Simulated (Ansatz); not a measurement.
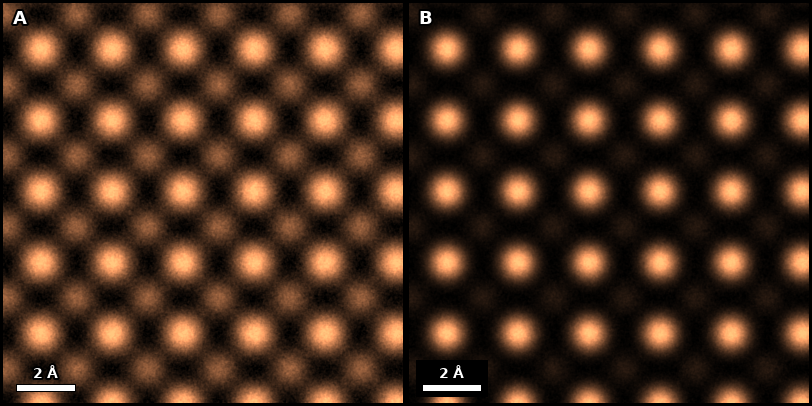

Two simulated images of the same area of ZrO₂ (Fm-3m, No. 225) along [001], with a probe of 0.93 Å. One is incoherent Z contrast (Z^1.7 per atom), the other the projected potential of neutral atoms blurred by the probe (iDPC-like, thin sample). Brightness is counted from the darkest point of the image. Shot noise was added. Structure used: the end point of a relaxation (final pressure about 20 GPa) with Ansatz, DFT, PAW plane waves, r2scan.

Which panel is which, and how can one tell?

B is the Z-contrast image and A the potential image. The columns of 2 O per repeat reach about 11 % of the brightest peak (1 Zr) in B but about 47 % in A, mainly since the potential grows much more slowly with atomic number.
